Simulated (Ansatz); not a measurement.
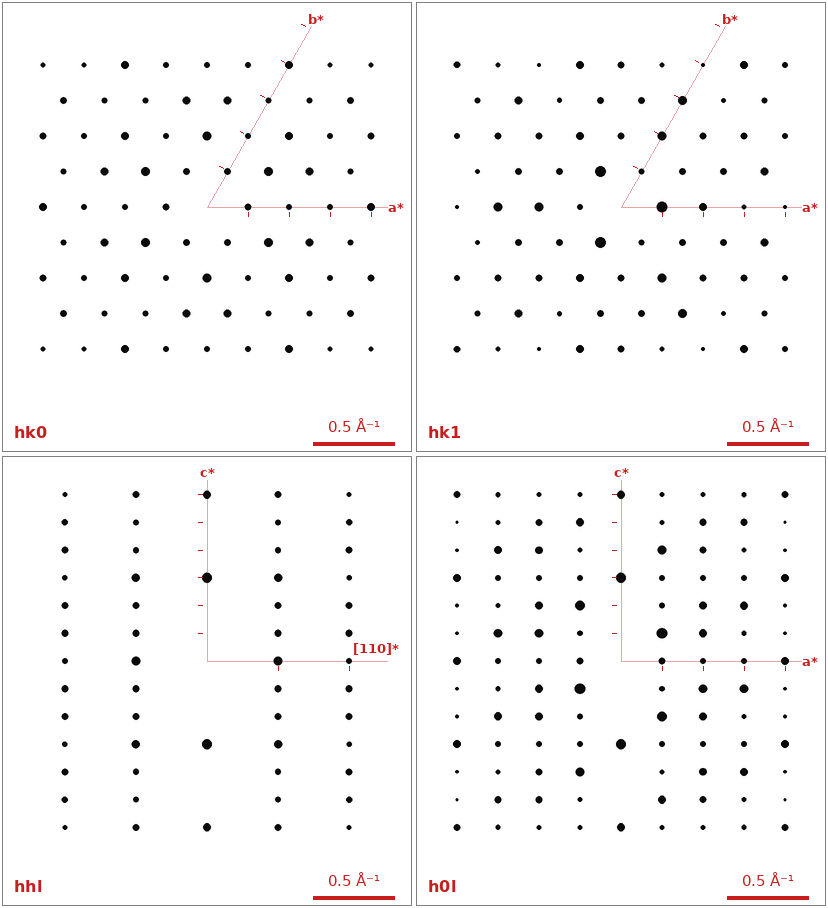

Four undistorted layers of reciprocal space, calculated for a single crystal (X-rays, kinematic |F|², B = 0.5 Å²). Tick marks count the reciprocal lattice steps of the conventional cell along each axis.

The compound is Te. Structure: the end point of a relaxation at fixed volume with DFT HSE06, scalar-relativistic, plane waves, PAW in Ansatz 0.2.0.

What cell do the layers give?

Answer. a* = 0.253, b* = 0.253, c* = 0.171 Å⁻¹, γ* = 60°; the cell is trigonal with a = 4.56 Å, c = 5.84 Å (hexagonal axes).

Which reflection conditions do the layers show?

Answer. Reflections are present only under these conditions. hkl: no condition; hk0: no condition; h0l: no condition; hhl: no condition; 00l: l = 3n. The lattice is primitive (P).

Which space groups fit?

Answer. The intensities have Laue symmetry -3m (the hk0 layer shows 6mm, hk1 shows 3m). With these conditions the candidates are P3_121 (No. 152), P3_221 (No. 154). Diffraction geometry alone does not choose among them; the structure has P3_121.
